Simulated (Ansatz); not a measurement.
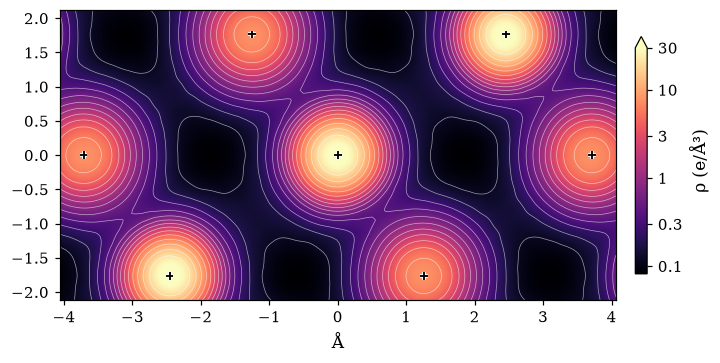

The valence electron density on a plane through atoms (crosses mark nuclei in the plane).

These are results of Ansatz, Kohn-Sham DFT of a periodic cell, PBEsol, Ansatz PAW, not measurements.

Candidates:
A. Pt, a = 3.06 Å, b = 3.06 Å, c = 3.06 Å, α = 90.00°, β = 90.00°, γ = 90.00°. Space group Im-3m; a structure from a database of computed crystals, not necessarily the ambient phase; computed pressure about 20 GPa in this cell.
B. FeO, a = 5.24 Å, b = 3.05 Å, c = 3.07 Å, α = 90.16°, β = 124.72°, γ = 89.71°. Space group P-1; computed pressure about −9 GPa in this cell; spin-polarised.
C. TiAl, a = 2.89 Å, b = 2.89 Å, c = 4.06 Å, α = 90.00°, β = 90.00°, γ = 90.00°. Space group P4/mmm; computed pressure about −8 GPa in this cell.

> Which system is this?

Candidate B: FeO on the (111) plane of the cell of the magnetic structure, which holds Fe and O. Fe–O (2.17 Å): ρ is about 0.4 e/Å³ halfway.
